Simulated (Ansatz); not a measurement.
SiO₂

```xyz
9
Lattice="5.0797 0.0000 0.0000 -2.5399 4.3992 0.0000 0.0000 0.0000 5.5590" Properties=species:S:1:pos:R:3 pbc="T T T"
Si    2.5399    0.0000    0.0000
Si    1.2699    2.1996    1.8530
Si   -1.2699    2.1996    3.7060
O     1.5828    0.9138    0.9265
O     0.0000    1.8277    2.7795
O     3.4969    0.9138    4.6325
O     0.9570    3.4853    0.9265
O     2.5399    2.5715    2.7795
O    -0.9570    3.4853    4.6325
```

Space group P6₂22.

The calculation used DFT PBEsol, scalar-relativistic, plane waves, PAW in Ansatz.

What will maps of the valence pseudo-density and electron localisation function show?

Si–O (1.62 Å): ρ is about 1.2 e/Å³ halfway; the ELF peaks at about 0.85 between the atoms, as expected for a polar covalent bond.

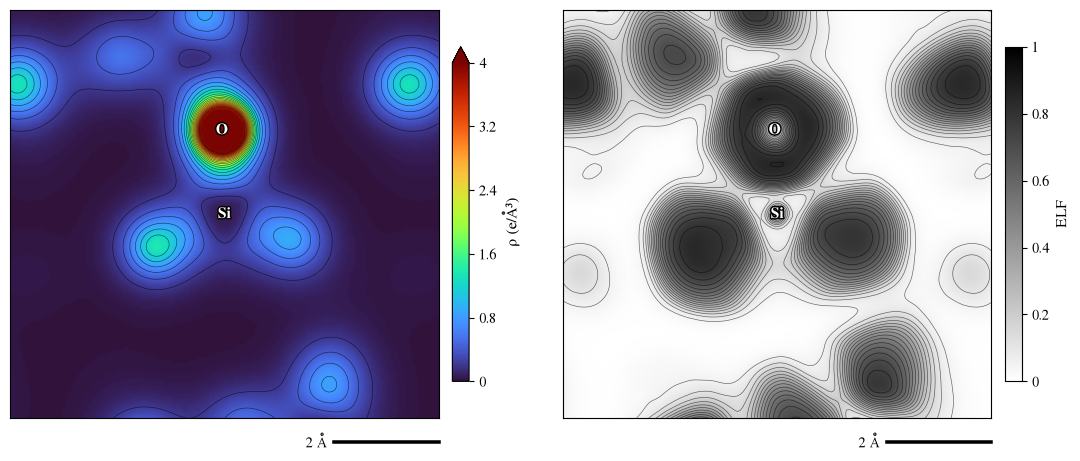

Computed valence pseudo-density and electron localisation function on the (111) plane of the conventional cell, in this order. Atoms just off the plane (Si, 0.4 Å away and O, 0.7 Å away) can leave unmarked features too.

In a PAW calculation such maps are meaningful between the atoms, not at the nuclei.
